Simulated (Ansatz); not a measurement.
System: HgS.

```
Hg S
1.0
     5.99029    0.00000    0.00000
     0.00000    0.00000   -5.99029
     0.00000    5.99029    0.00000
Hg S
4 4
Direct
  0.50000 0.50000 0.00000
  0.00000 0.50000 0.50000
  0.00000 0.00000 0.00000
  0.50000 0.00000 0.50000
  0.75000 0.75000 0.25000
  0.25000 0.75000 0.75000
  0.25000 0.25000 0.25000
  0.75000 0.25000 0.75000
```

Space group F-43m.

Level of theory: DFT PBE, scalar-relativistic, plane waves, PAW (Ansatz 0.2.0).

> Predict the valence pseudo-density and electron localisation function between the atoms.

Hg–S (2.59 Å): ρ at the midpoint is about 0.42 e/Å³; the ELF peaks at about 0.90 in the valence shell of S, 0.8 Å from its nucleus, and drops to about 0.20 between the two atoms.

> Metal or insulator at this level of theory?

It is metallic or semimetallic at this level of theory: no gap opens.

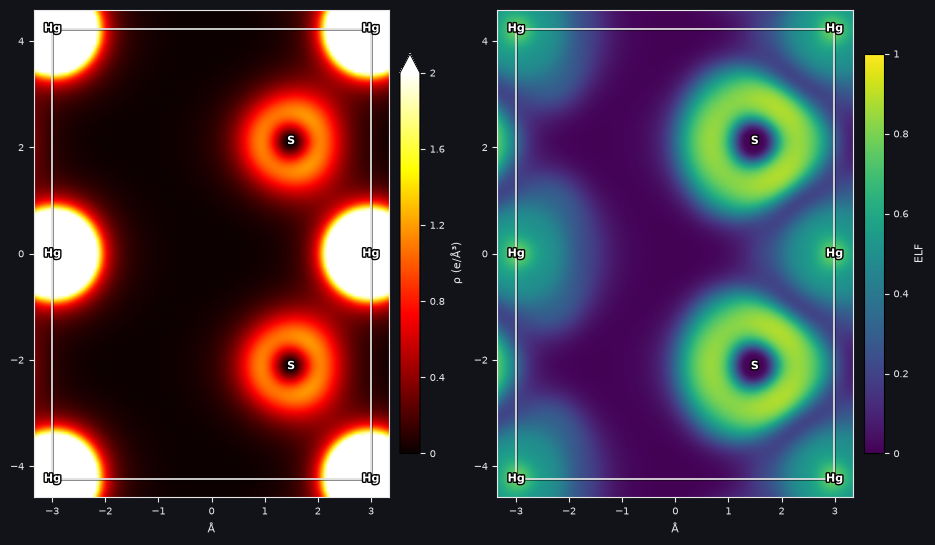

Computed valence pseudo-density and electron localisation function on the (101) plane of the conventional cell, in this order. 
